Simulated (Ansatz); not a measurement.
## Electronic structure of Cu10N (slab) in real space

Input

```
crystal:
  lattice:
    - [2.5197984277, 0.0, 0.0]
    - [-1.2598992139, 2.1822094508, 0.0]
    - [0.0, 0.0, 37.5293232684]
  atoms:
    - { symbol: Cu, position: [0.3333333333, 0.6666666667, 0.2264895623] }
    - { symbol: Cu, position: [0.0, 0.0, 0.2813483638] }
    - { symbol: Cu, position: [0.6666666667, 0.3333333333, 0.3362071653] }
    - { symbol: Cu, position: [0.0, 0.0, 0.3910659668] }
    - { symbol: Cu, position: [0.3333333333, 0.6666666667, 0.4459247684] }
    - { symbol: Cu, position: [0.0, 0.0, 0.5007794855] }
    - { symbol: Cu, position: [0.6666666667, 0.3333333333, 0.5556312577] }
    - { symbol: Cu, position: [0.0, 0.0, 0.6104540935] }
    - { symbol: Cu, position: [0.3333333333, 0.6666666667, 0.6652176881] }
    - { symbol: Cu, position: [0.0, 0.0, 0.719995872] }
    - { symbol: "N", position: [0.6666666667, 0.3333333333, 0.7578329518] }
basis:
  ecutwfc: 420
kpoints:
  mp_grid: { grid: [12, 12, 1] }
hamiltonian:
  xc: pbesol
scf:
  occupations: { method: gaussian, width: 0.1 }
output:
  forces: true
  eigenvalues: true
  write_density: true
  write_potential: true
  elf: true
  volumetric_format: npy
relax:
  adjacent_minimum: "off"
  f_tol: 0.03
  max_steps: 70
  constraints: [{ sites: [0, 1, 2, 3, 4] }]
efield:
  axis: 3
  dipole_correction: true
  ramp_width: 0.04
```

Command:

```sh
ansatz run input.yaml --threads 2 --pin off --max-ram 5120MiB --backend cpu --events-out ev --progress --plain --runs-dir out
```

The fields are those of the run's last geometry, not of the input's.

Computed without spin polarisation; the SCF solution may not be the lowest one.

Theory: DFT PBEsol, scalar-relativistic, plane waves, PAW in Ansatz.

Core electrons are frozen (PAW), and the valence fields are smoothed inside the atomic spheres.

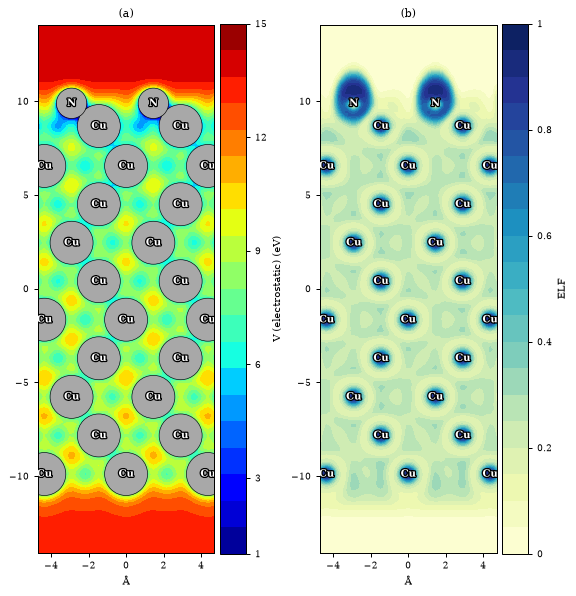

Figure 1. (a) electrostatic potential (local pseudopotential plus Hartree) felt by an electron; (b) ELF on the (110) plane of the calculation cell, a cut from vacuum to vacuum. Grey discs cover the atomic cores in the potential map.

Question: Describe what can be read from this map.

Answer: Atoms in the plane: Cu and N.
Cu–N (1.89 Å): the ELF peaks at about 0.80 in the valence shell of N, 0.6 Å from its nucleus, and is about 0.30 at the midpoint.
The features right at Cu lie inside the PAW spheres, where the map follows smoothed inner orbitals and isn't to be read closely.

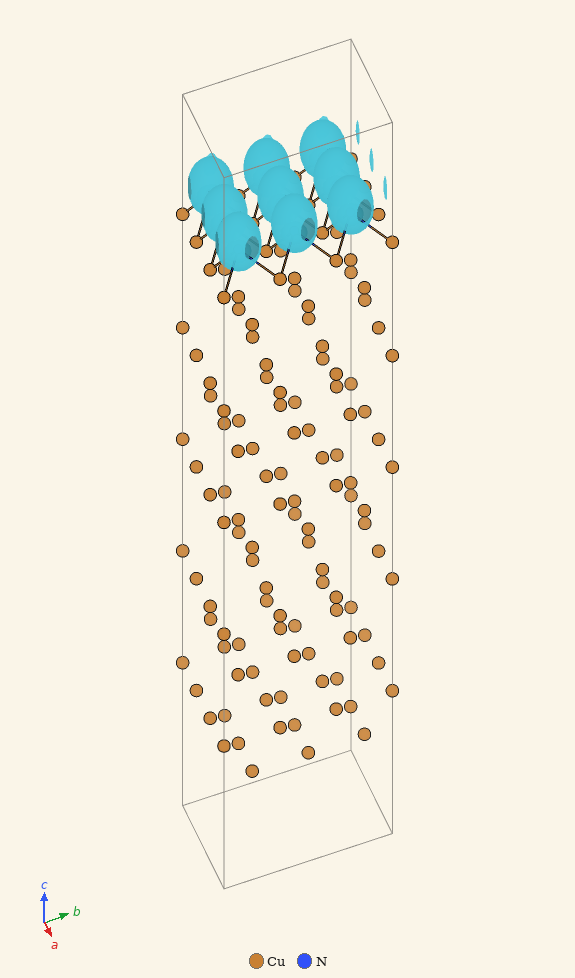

Figure 2. Isosurface of the electron localisation function at 0.7 (cyan), seen at an oblique angle. Only the valence region is drawn (cores and ρ < 0.01 e/Å³ removed). Sticks mark near contacts.

Question: What do the ELF domains correspond to?

Answer: The surface consists of one region wrapped around N (its valence shell), counted in one cell of 11 atoms. Counts are for one cell; the picture repeats the cell along the surface.
